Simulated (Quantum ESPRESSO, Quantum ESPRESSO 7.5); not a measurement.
**2H-MoS2, 3 layers, AA' stacking: a series in the field along the normal**

What law, if any, do the results for 2H-MoS2, 3 layers, AA' stacking follow against the field along the normal?

Main program and level: Quantum ESPRESSO 7.5; plane-wave DFT, PBE, GBRV ultrasoft pseudopotentials (geometry by pw.x at PBE-D3(BJ), GBRV ultrasoft).

### Step 1. Starting point

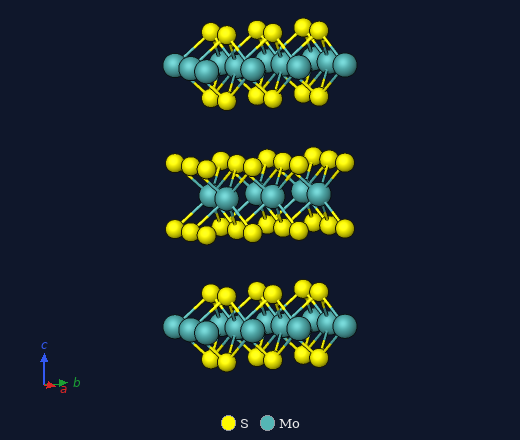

Start, viewed from the side, with the c axis up; sulfur yellow, molybdenum teal. 2×3×1 cells are drawn. Bonds to atoms that aren't drawn are left out. Some periodic images of atoms are drawn too.

The cell holds 9 atoms: 6 S and 3 Mo. Its edges and angles: a = 3.180 Å, b = 3.180 Å, c = 33.188 Å, α = 90.0°, β = 90.0°, γ = 120.0°. It derives from MoS2. Vacuum lies along c.

Set-up: Cell and atoms are relaxed without a field with a D3(BJ) correction and then held. Sawtooth field with dipole correction, 17 Å of vacuum in the starting cell, Fermi-Dirac smearing of 0.002 Ry; bands along a path at each field.

Members -0.05, 0.1, -0.1, 0.2, -0.2, 0.3 and -0.3 took the same steps and show in the table alone.

### Step 2. Variable-cell relaxation of the reference

What the set-up leaves free in this member is relaxed.

ref.relax.in reads:

```
&control
  prefix = 'ref.relax'
  outdir = './out'
  pseudo_dir = './pseudo'
  nstep = 80
  forc_conv_thr = 0.0004
  calculation = 'vc-relax'
  etot_conv_thr = 1e-06
/
&system
  ibrav = 0
  nat = 9
  ntyp = 2
  ecutwfc = 50
  ecutrho = 250
  vdw_corr = 'grimme-d3'
  dftd3_version = 4
  occupations = 'smearing'
  smearing = 'fd'
  degauss = 0.004
/
&electrons
  conv_thr = 1e-09
  mixing_beta = 0.4
  electron_maxstep = 120
  mixing_mode = 'plain'
/
&ions
/
&cell
  cell_dofree = '2Dxy'
  press_conv_thr = 0.3
/
ATOMIC_SPECIES
  S   32.0600  s_pbe_v1.4.uspp.F.UPF
  Mo  95.9500  mo_pbe_v1.uspp.F.UPF
CELL_PARAMETERS angstrom
  3.18000000000000 0.00000000000000 0.00000000000000
  -1.59000000000000 2.75396078403451 0.00000000000000
  0.00000000000000 0.00000000000000 33.18779321399875
ATOMIC_POSITIONS crystal
  S   0.333333333300 0.666666666700 0.256118264483
  Mo  0.000000000000 0.000000000000 0.305271845093
  S   0.333333333300 0.666666666700 0.354425425703
  S   0.000000000000 0.000000000000 0.450846419390
  Mo  0.333333333300 0.666666666700 0.500000000000
  S   0.000000000000 0.000000000000 0.549153580610
  S   0.333333333300 0.666666666700 0.645574574297
  Mo  0.000000000000 0.000000000000 0.694728154907
  S   0.333333333300 0.666666666700 0.743881735517
K_POINTS automatic
  12 12 1 0 0 0
```

On the command line:

```console
$ OMP_NUM_THREADS=1 mpirun -n 4 pw.x -nk 4 -in ref.relax.in > ref.relax.out
```

Log:

```text
Program PWSCF v.7.5 starts
[citation notice left out]

     Parallel version (MPI & OpenMP), running on       4 processor cores
     Number of MPI processes:                 4
     Threads/MPI process:                     1

     MPI processes distributed on     1 nodes
[...]
Current dimensions of program PWSCF are:
     Max number of different atomic species (ntypx) = 10
     Max number of k-points (npk) =  40000
     Max angular momentum in pseudopotentials (lmaxx) =  4
     Message from routine setup:
     using ibrav=0 with symmetry is DISCOURAGED, use correct ibrav instead

     K-points division:     npool     =       4
     Subspace diagonalization in iterative solution of the eigenvalue problem:
     a serial algorithm will be used

     G-vector sticks info
     --------------------
     sticks:   dense  smooth     PW     G-vecs:    dense   smooth      PW
     Sum         625     499    151               130575    93877   15629

     Using Slab Decomposition

     bravais-lattice index     =            0
     lattice parameter (alat)  =       6.0093  a.u.
     unit-cell volume          =    1961.3714 (a.u.)^3
     number of atoms/cell      =            9
     number of atomic types    =            2
     number of electrons       =        78.00
     number of Kohn-Sham states=           47
     kinetic-energy cutoff     =      50.0000  Ry
     charge density cutoff     =     250.0000  Ry
     scf convergence threshold =      1.0E-09
     mixing beta               =       0.4000
     number of iterations used =            8  plain     mixing
     energy convergence thresh.=      1.0E-06
     force convergence thresh. =      4.0E-04
     press convergence thresh. =      3.0E-01
     Exchange-correlation= SLA  PW   PBE  PBE
                           (   1   4   3   4   0   0   0)
     nstep                     =           80

     celldm(1)=   6.009329  celldm(2)=   0.000000  celldm(3)=   0.000000
     celldm(4)=   0.000000  celldm(5)=   0.000000  celldm(6)=   0.000000

     crystal axes: (cart. coord. in units of alat)
               a(1) = (   1.000000   0.000000   0.000000 )
               a(2) = (  -0.500000   0.866025   0.000000 )
               a(3) = (   0.000000   0.000000  10.436413 )

     reciprocal axes: (cart. coord. in units 2 pi/alat)
               b(1) = (  1.000000  0.577350 -0.000000 )
               b(2) = (  0.000000  1.154701  0.000000 )
               b(3) = (  0.000000 -0.000000  0.095818 )

     PseudoPot. # 1 for S  read from file:
     ./pseudo/s_pbe_v1.4.uspp.F.UPF
     Pseudo is Ultrasoft + core correction, Zval =  6.0
     Generated by new atomic code, or converted to UPF format
     Using radial grid of  907 points,  6 beta functions with:
                l(1) =   0
                l(2) =   0
                l(3) =   1
                l(4) =   1
                l(5) =   2
                l(6) =   2
     Q(r) pseudized with  8 coefficients,  rinner =    1.300   1.300   1.300
                                                       1.300   1.300

     PseudoPot. # 2 for Mo read from file:
     ./pseudo/mo_pbe_v1.uspp.F.UPF
     Pseudo is Ultrasoft + core correction, Zval = 14.0
     Generated by new atomic code, or converted to UPF format
     Using radial grid of  889 points,  6 beta functions with:
                l(1) =   0
                l(2) =   0
                l(3) =   1
                l(4) =   1
                l(5) =   2
                l(6) =   2
     Q(r) pseudized with  6 coefficients,  rinner =    1.000   1.000   1.000
                                                       1.000   1.000

     atomic species   valence    mass     pseudopotential
     S                 6.00    32.06000     S ( 1.00)
     Mo               14.00    95.95000     Mo( 1.00)

     12 Sym. Ops. (no inversion) found

   Cartesian axes

     site n.     atom                  positions (alat units)
         1        S      tau(   1) = (  -0.0000000   0.5773503   2.6729560  )
         2        Mo     tau(   2) = (   0.0000000   0.0000000   3.1859430  )
         3        S      tau(   3) = (  -0.0000000   0.5773503   3.6989301  )
         4        S      tau(   4) = (   0.0000000   0.0000000   4.7052194  )
         5        Mo     tau(   5) = (  -0.0000000   0.5773503   5.2182065  )
         6        S      tau(   6) = (   0.0000000   0.0000000   5.7311935  )
         7        S      tau(   7) = (  -0.0000000   0.5773503   6.7374829  )
         8        Mo     tau(   8) = (   0.0000000   0.0000000   7.2504699  )
         9        S      tau(   9) = (  -0.0000000   0.5773503   7.7634570  )

     --------------------------------------------
     DFT-D3 Dispersion Correction (3-body terms):
     --------------------------------------------
       Reference C6 values for interpolation:

         atom   Coordination number   C6
         S          0.000           268.01
         S          0.995           261.99
         S          1.990           251.62
         Mo         0.000          1691.79
         Mo         1.942          1004.01
         Mo        11.056           674.22

       Values used:

         atom   Coordination number  R0_AB[au]  C6      C8
         S          3.608            3.128    251.62  12327.25
         Mo         9.923            3.547    674.22  77634.20
         S          3.662            3.128    251.62  12327.25
         S          3.663            3.128    251.62  12327.25
         Mo         9.932            3.547    674.22  77634.20
         S          3.663            3.128    251.62  12327.25
         S          3.662            3.128    251.62  12327.25
         Mo         9.923            3.547    674.22  77634.20
         S          3.608            3.128    251.62  12327.25

         Molecular C6 ( Ry / a.u.^6 ) =     29912.92

     number of k points=    19  Fermi-Dirac smearing, width (Ry)=  0.0040
                       cart. coord. in units 2pi/alat
        k(    1) = (   0.0000000   0.0000000   0.0000000), wk =   0.0138889
        k(    2) = (   0.0000000   0.0962250   0.0000000), wk =   0.0833333
        k(    3) = (   0.0000000   0.1924501   0.0000000), wk =   0.0833333
        k(    4) = (   0.0000000   0.2886751   0.0000000), wk =   0.0833333
        k(    5) = (   0.0000000   0.3849002   0.0000000), wk =   0.0833333
        k(    6) = (   0.0000000   0.4811252   0.0000000), wk =   0.0833333
        k(    7) = (   0.0000000  -0.5773503   0.0000000), wk =   0.0416667
        k(    8) = (   0.0833333   0.1443376   0.0000000), wk =   0.0833333
[...]
CASE: enthalpy          _new < enthalpy          _old

     new trust radius        =       0.0083673143 bohr
     new conv_thr            =       0.0000000001 Ry

     new unit-cell volume =   1916.37824 a.u.^3 (   283.97796 Ang^3 )
     density =      2.80799 g/cm^3

CELL_PARAMETERS (angstrom)
   3.143314322   0.000000000   0.000000000
  -1.571657161   2.722190055   0.000000000
   0.000000000   0.000000000  33.187793214

ATOMIC_POSITIONS (crystal)
S                0.3333333333        0.6666666667        0.2579413848
Mo               0.0000000000        0.0000000000        0.3053373824
S                0.3333333333        0.6666666667        0.3527343307
S               -0.0000000000        0.0000000000        0.4525675169
Mo               0.3333333333        0.6666666667        0.5000000000
S               -0.0000000000       -0.0000000000        0.5474324831
S                0.3333333333        0.6666666667        0.6472656693
Mo              -0.0000000000       -0.0000000000        0.6946626176
S                0.3333333333        0.6666666667        0.7420586152

[...]
NEW-OLD atomic charge density approx. for the potential
     New effective cutoffs (rho, wfc):  255.75   51.16

     Check: negative core charge=   -0.000001

     negative rho (up, down):  3.011E-03 0.000E+00

     total cpu time spent up to now is      330.8 secs

     per-process dynamical memory:   205.1 Mb

[...]
!    total energy              =    -563.43148497 Ry
[...]
Total force =     0.004159     Total SCF correction =     0.000046
[...]
number of bfgs steps    =   3
[...]
new trust radius        =       0.0086301999 bohr
[...]
!    total energy              =    -563.43158385 Ry
[...]
Total force =     0.002976     Total SCF correction =     0.000049
[...]
number of bfgs steps    =   4
[...]
new trust radius        =       0.0119688473 bohr
[...]
!    total energy              =    -563.43397314 Ry
[...]
Total force =     0.013142     Total SCF correction =     0.000006
[...]
number of bfgs steps    =  18
[...]
new trust radius        =       0.0385207361 bohr
[...]
iteration # 11     ecut=    50.00 Ry     beta= 0.40
[...]
negative rho (up, down):  3.384E-03 0.000E+00

[...]
End of self-consistent calculation

          k = 0.0000 0.0000 0.0000 ( 11697 PWs)   bands (ev):

   -57.6805 -57.6781 -57.6781 -31.8307 -31.8278 -31.8278 -31.5979 -31.5979
   -31.5938 -31.5938 -31.5937 -31.5937 -11.1252 -11.0062 -10.8991  -9.8719
    -9.6778  -9.5207  -2.9489  -2.5591  -2.1475   0.5753   0.5822   0.5822
     0.6033   0.6033   0.6048   0.6048   1.2928   1.6923   1.6923   1.7229
     1.7229   1.7349   1.7349   2.1362   2.8577   3.4527   3.7790   5.9751
     5.9751   5.9940   5.9940   6.0075   6.0075   6.1666   6.1666

          k = 0.0000 0.0969 0.0000 ( 11727 PWs)   bands (ev):

   -57.6777 -57.6753 -57.6753 -31.8253 -31.8224 -31.8224 -31.6256 -31.6214
   -31.6214 -31.6042 -31.6000 -31.6000 -11.0189 -10.9008 -10.7940  -9.8219
    -9.6330  -9.4813  -2.8291  -2.4429  -2.0303   0.3315   0.3437   0.3716
     0.3739   0.6907   0.7132   0.7161   0.8832   1.2238   1.5223   1.5549
     1.5684   1.8335   1.9691   2.3922   2.8529   3.3605   3.5964   5.8637
     5.8745   5.8863   5.9616   5.9925   6.0211   6.0367   6.0837

          k = 0.0000 0.1938 0.0000 ( 11702 PWs)   bands (ev):

   -57.6702 -57.6677 -57.6677 -31.8104 -31.8075 -31.8075 -31.7006 -31.6963
   -31.6963 -31.6213 -31.6171 -31.6171 -10.7155 -10.6008 -10.4956  -9.6792
    -9.5057  -9.3701  -2.5204  -2.1525  -1.7474  -0.2176  -0.2131  -0.1551
    -0.1073   0.2728   0.5132   0.9895   1.0157   1.0272   1.1271   1.1621
     1.1766   1.8418   2.0450   2.4142   2.7391   2.9831   3.0584   5.3959
     5.5312   5.7047   5.7445   5.7696   5.8377   5.9249   5.9861

          k = 0.0000 0.2907 0.0000 ( 11678 PWs)   bands (ev):

   -57.6598 -57.6573 -57.6573 -31.8018 -31.7973 -31.7973 -31.7900 -31.7871
   -31.7871 -31.6445 -31.6403 -31.6403 -10.2626 -10.1558 -10.0559  -9.4667
    -9.3187  -9.2089  -2.2284  -1.9349  -1.6280  -0.8088  -0.7969  -0.5791
    -0.5604  -0.2955  -0.2086   0.6764   0.7162   0.7377   1.4090   1.4488
     1.4660   1.5942   1.8031   2.0911   2.3792   2.4545   2.4714   5.1458
     5.3866   5.4848   5.5741   5.6563   5.6993   6.0183   6.2932

          k = 0.0000 0.3877 0.0000 ( 11728 PWs)   bands (ev):

   -57.6494 -57.6469 -57.6469 -31.9014 -31.8967 -31.8967 -31.7694 -31.7667
   -31.7667 -31.6677 -31.6635 -31.6635  -9.7456  -9.6546  -9.5669  -9.2266
    -9.1135  -9.0373  -2.3173  -2.1442  -1.9898  -1.3205  -1.2233  -1.0009
    -0.8780  -0.6332  -0.4631   0.3030   0.3453   0.3685   1.3012   1.4740
     1.6944   1.8108   1.8717   1.9088   2.0898   2.2118   2.2818   5.3254
     5.3801   5.4470   5.5071   5.5481   5.8294   6.4257   6.7260

          k = 0.0000 0.4846 0.0000 ( 11736 PWs)   bands (ev):

   -57.6417 -57.6393 -57.6393 -31.9733 -31.9686 -31.9686 -31.7544 -31.7516
   -31.7516 -31.6846 -31.6804 -31.6803  -9.3013  -9.2348  -9.1677  -9.0219
    -8.9503  -8.9104  -2.6538  -2.5158  -2.3986  -1.7113  -1.6084  -1.4717
    -1.0776  -0.8025  -0.5897   0.0608   0.1045   0.1289   1.1483   1.2834
     1.4292   2.0755   2.1594   2.2189   2.2568   2.3730   2.4515   5.4359
     5.4726   5.5026   5.6979   5.8452   6.0127   6.7163   7.0149

[...]
the Fermi energy is     4.2465 ev

!    total energy              =    -563.43435419 Ry
     estimated scf accuracy    <          2.6E-11 Ry
     smearing contrib. (-TS)   =      -0.00000028 Ry
     internal energy E=F+TS    =    -563.43435391 Ry

     The total energy is F=E-TS. E is the sum of the following terms:
     one-electron contribution =   -5879.69586071 Ry
     hartree contribution      =    2952.95385126 Ry
     xc contribution           =    -108.96004552 Ry
     ewald contribution        =    2472.51321200 Ry
     DFT-D3 Dispersion         =      -0.24551094 Ry

     convergence has been achieved in  11 iterations

     negative rho (up, down):  3.384E-03 0.000E+00

     Forces acting on atoms (cartesian axes, Ry/au):

     atom    1 type  1   force =    -0.00000000   -0.00000000    0.00192164
     atom    2 type  2   force =    -0.00000000   -0.00000000   -0.00041763
     atom    3 type  1   force =    -0.00000000   -0.00000000   -0.00188903
     atom    4 type  1   force =    -0.00000000    0.00000000    0.00132030
     atom    5 type  2   force =    -0.00000000   -0.00000000    0.00000000
     atom    6 type  1   force =     0.00000000    0.00000000   -0.00132030
     atom    7 type  1   force =     0.00000000    0.00000000    0.00188903
     atom    8 type  2   force =     0.00000000    0.00000000    0.00041763
     atom    9 type  1   force =    -0.00000000   -0.00000000   -0.00192164

     Total force =     0.004285     Total SCF correction =     0.000016

     Computing stress (Cartesian axis) and pressure

     negative rho (up, down):  3.384E-03 0.000E+00
          total   stress  (Ry/bohr**3)                   (kbar)     P=       -2.53
  -0.00001899   0.00000000   0.00000000           -2.79        0.00        0.00
  -0.00000000  -0.00001899   0.00000000           -0.00       -2.79        0.00
   0.00000000   0.00000000  -0.00001354            0.00        0.00       -1.99

     Energy error            =      3.8E-04 Ry
     Gradient error          =      1.9E-03 Ry/Bohr
     Cell gradient error     =      2.8E+00 kbar

     number of scf cycles    =  20
     number of bfgs steps    =  19

     enthalpy           old  =    -563.4339731375 Ry
     enthalpy           new  =    -563.4343541920 Ry

     CASE: enthalpy          _new < enthalpy          _old

     new trust radius        =
```

It took 42 min on 4 MPI ranks of Arm Neoverse V1, shared host; peak memory 1.3 GiB.

The steps of the relaxation (22 of 24):

```tsv
step	energy less that of the first step (eV)	largest force (eV/Å)	volume (Å³)
1	0.0000	1.2630	290.65
2	-0.2049	0.7550	287.26
3	-0.2942	0.1311	283.93
4	-0.2959	0.0626	283.98
5	-0.2972	0.0390	284.48
6	-0.2981	0.0534	285.26
8	-0.2987	0.0301	285.80
9	-0.2990	0.0392	285.93
10	-0.2995	0.0488	286.06
11	-0.3003	0.0591	286.20
12	-0.3015	0.0707	286.36
13	-0.3033	0.0846	286.55
14	-0.3059	0.1014	286.78
15	-0.3096	0.1225	287.03
16	-0.3146	0.1408	287.34
17	-0.3210	0.1608	287.63
19	-0.3297	0.1462	287.67
20	-0.3349	0.0494	286.53
21	-0.3359	0.0077	285.80
22	-0.3359	0.0052	285.73
23	-0.3359	0.0027	285.74
24	-0.3351	0.0029	285.74
```

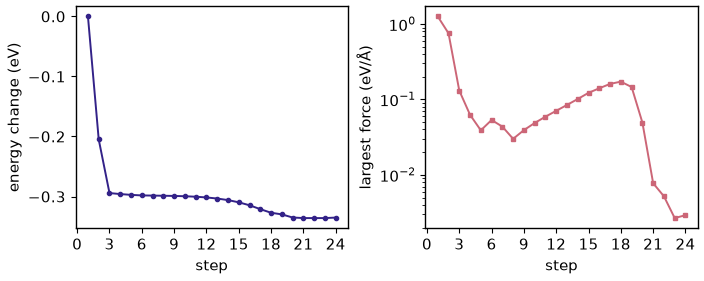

Energy and largest force along the relaxation.

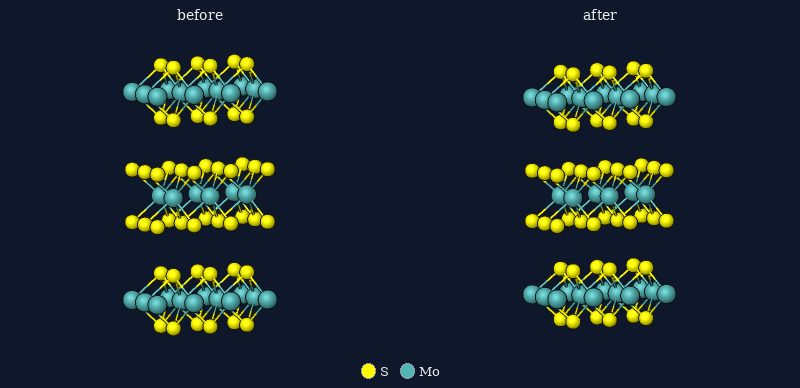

Before and after, at one scale. Bonds to atoms that aren't drawn are left out.

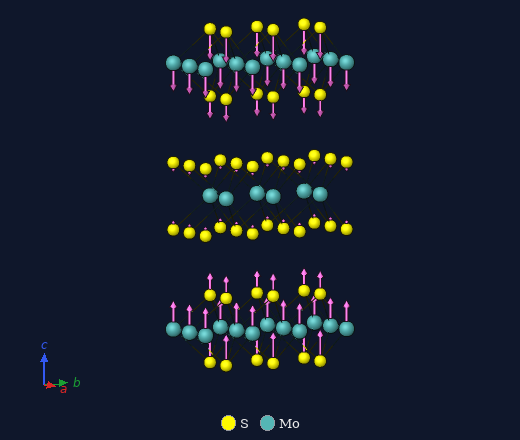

Displacements in the relaxation, exaggerated, measured against the changing cell; the longest in the cell stands for 0.41 Å. Bonds to atoms that aren't drawn are left out. 2×3×1 cells are drawn. Some periodic images of atoms are drawn too.

```tsv
cell as run	before	after	change
a (Å)	3.180	3.153	-0.8 %
b (Å)	3.180	3.153	-0.8 %
```

The atoms that moved most (Å, along periodic axes as changes of fractional coordinates times the final cell, across vacuum about the mean position):

```tsv
atom	dx	dy	dz	length
S9	0.000	0.000	-0.413	0.413
S1	0.000	0.000	0.413	0.413
Mo8	0.000	0.000	-0.348	0.348
Mo2	0.000	0.000	0.348	0.348
S7	0.000	0.000	-0.282	0.282
S3	0.000	0.000	0.282	0.282
S6	0.000	0.000	-0.066	0.066
S4	0.000	0.000	0.066	0.066
```

 The last row is no step: it is a fresh SCF in the final cell with a new plane-wave basis, +1 meV from the row before.

This step gave:

```
free energy  : -7665.9151 eV
Fermi energy : 4.265 eV
```

(Part 1 of 4 ends here.)

[Logs are printed without paths, hosts, clocks, repeated set-up lines and the standing remarks that a program may print on its own settings, such as how far it seeks lower states.]

[Hosts, paths, dates, database ids (printed as entryN), source tags and the programs' standing remarks are cut or masked in the printed files.]

[Maps of the electrostatic potential energy from Ansatz leave out the sawtooth potential of an applied field or a dipole correction, so their vacuum need not be flat; planar profiles and work functions include it.]
